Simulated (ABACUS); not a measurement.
# A series of single points on MgB$_{2}$

System: MgB$_{2}$ (P6/mmm, 3 atoms in the cell).
Method: Kohn-Sham DFT of a periodic cell, PBE, PseudoDojo NC SR 0.4.1 PBE standard, no spin polarisation (ABACUS 3.10.1).

The 7 runs differ only in the geometry, by an even scaling of the cell at fixed fractional positions. The structure derives from an entry of the Crystallography Open Database.

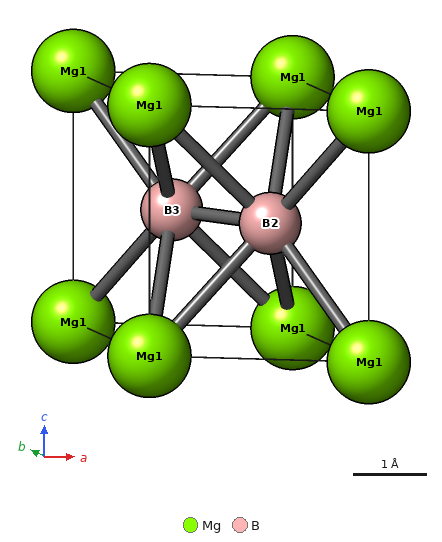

Figure 1. The structure of run 4 (ball-and-stick view of the cell of the calculation, seen slightly off an axis; atoms are numbered from 1 in the order of the input).

**Input file of run 4**
```
INPUT_PARAMETERS
suffix              MgB2
calculation         scf
basis_type          lcao
pseudo_dir          ./
orbital_dir         ./
symmetry            1
dft_functional      pbe
ecutwfc             100
pseudo_rcut         10
nspin               1
nbands              12
ks_solver           genelpa
smearing_method     fd
smearing_sigma      0.00367493
scf_thr             1e-07
scf_nmax            100
mixing_type         broyden
mixing_beta         0.7
cal_force           1
cal_stress          1
out_mul             1
```

**File STRU of run 4**
```
ATOMIC_SPECIES
Mg 24.3050 Mg.upf
B 10.8100 B.upf

NUMERICAL_ORBITAL
Mg_confined-atom_8au_3s2p1d.orb
B_confined-atom_7au_2s2p1d.orb

LATTICE_CONSTANT
1.8897261246

LATTICE_VECTORS
3.0850000000 0.0000000000 0.0000000000
-1.5425000000 2.6716883707 0.0000000000
0.0000000000 0.0000000000 3.5230000000

ATOMIC_POSITIONS
Direct

Mg
0.0
1
0.0000000000 0.0000000000 0.0000000000 1 1 1

B
0.0
2
0.6666666667 0.3333333333 0.5000000000 1 1 1
0.3333333333 0.6666666667 0.5000000000 1 1 1
```

**File KPT of run 4**
```
K_POINTS
0
Gamma
10 10 8 0 0 0
```

Command:
```bash
OMP_NUM_THREADS=1 mpirun -np 4 abacus > log
```

Run 3 differs from it as follows:
```diff
-3.0850000000 0.0000000000 0.0000000000
--1.5425000000 2.6716883707 0.0000000000
-0.0000000000 0.0000000000 3.5230000000
+3.0642946782 0.0000000000 0.0000000000
+-1.5321473391 2.6537570360 0.0000000000
+0.0000000000 0.0000000000 3.4993549923
```

**Results, with one run withheld**

```tsv
run	volume per atom (Å³)	free energy per atom, from the lowest run given (meV)	pressure (GPa)
1	9.098	17.33	10.07
2	9.292	7.40	6.38
3	9.485	?	?
4	9.679	0.00	−0.07
5	9.873	1.84	−2.88
6	10.066	6.84	−5.45
7	10.260	14.90	−7.80
```

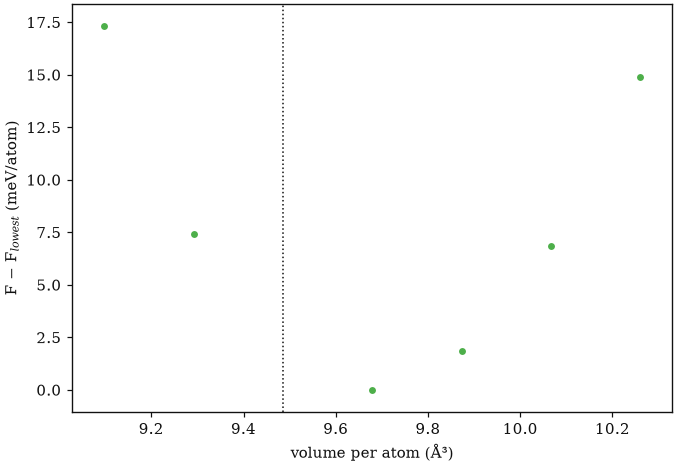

Figure 2. Free energy per atom of the runs given; the dotted line marks run 3.

Estimate the energy of run 3 from the others.

A cubic polynomial in V^(−2/3) (the Birch–Murnaghan form), fitted to the 6 runs given, misses them by at most 0.02 meV per atom. With x = V^(−2/3) − 0.21991 Å⁻², it reads F = 0.0315 − 138.56 x + 2.0643e+05 x² − 2.2629e+05 x³ (meV per atom). At run 3 it gives 1.77 meV per atom, and the run itself gives 1.76. The slope of the fit gives a pressure −dF/dV of 3.02 GPa there, and the run prints 3.01 GPa. The fit has its minimum at 9.675 Å³ per atom, where V d²F/dV² gives 147 GPa. Cell shape and fractional positions are held, so this is the stiffness under even scaling; the relaxed bulk modulus wasn't computed.

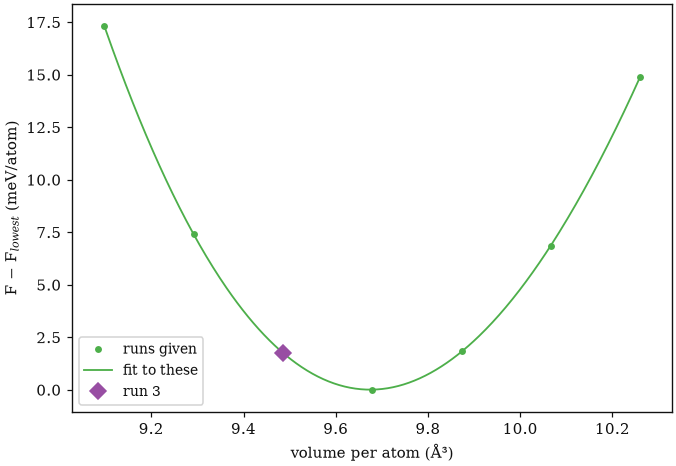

Figure 3. The fit and the withheld run.

**Some lines of the output (run 3)**
```
[...]
                             Volume (A^3) = 28.4563
 E_Fermi        0.6282814079         8.5482070947
 E_Fermi        0.7040185669         9.5786640083
 E_Fermi        0.7001250651         9.5256901986
 E_Fermi        0.7005295172         9.5311930507
 E_Fermi        0.7003674888         9.5289885417
 E_Fermi        0.7003892358         9.5292844251
 E_Fermi        0.7003841191         9.5292148085
 E_KS(sigma->0) -130.5654632434      -1776.4342621195
 E_Fermi        0.7003845632         9.5292208505
 final etot is -1776.4372167 eV
 EFERMI = 9.5292208505 eV
 TOTAL-PRESSURE: 30.108684 KBAR
 !FINAL_ETOT_IS -1776.4372166707223641 eV
```

Notes: Points of doubt noted for this run: home made orbitals.
